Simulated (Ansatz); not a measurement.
GaSb

The calculation's input:

```
crystal:
  lattice:
    - [0.0, 2.769588, 2.769588]
    - [2.769588, 0.0, 2.769588]
    - [2.769588, 2.769588, 0.0]
  atoms:
    - { symbol: Ga, position: [0.0, 0.0, 0.0] }
    - { symbol: Sb, position: [0.5, 0.5, 0.5] }
kpoints:
  mp_grid: { grid: [8, 8, 8] }
hamiltonian:
  xc: pbe
scf:
  occupations: { method: fermi_dirac, width: 0.02 }
relax:
  f_tol: 0.005
  cell: {}
output:
  write_density: true
  write_potential: true
  elf: true
  volumetric_format: npy
```

Command:

```sh
ansatz run input.yaml --threads 2 --pin off --max-ram 2211MiB --backend cpu --events-out ev --progress --plain --runs-dir out
```

Below, planes, directions and counts refer to the conventional cell (a = 5.81 Å, b = 5.81 Å, c = 5.81 Å, α = 90.00°, β = 90.00°, γ = 90.00°).

The fields are those of the run's last geometry, not of the input's.

Space group Fm-3m; started from the rocksalt prototype, which need not be the ambient phase.

Theory: Ansatz 0.2.0, DFT, PBE, plane waves, PAW.

What will maps of the valence pseudo-density and electron localisation function show?

Ga–Sb (2.90 Å): the density is about 0.26 e/Å³ at the midpoint; the ELF reaches about 0.60 near the midpoint.

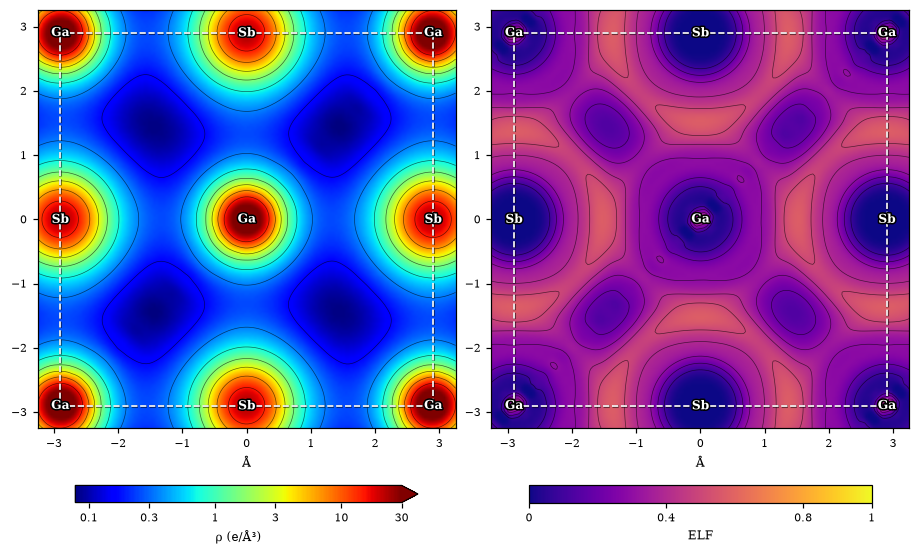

Computed valence pseudo-density and electron localisation function on the (010) plane of the conventional cell, in this order. 

The density is the valence pseudo-density of a PAW calculation; it isn't the true density close to the nuclei.
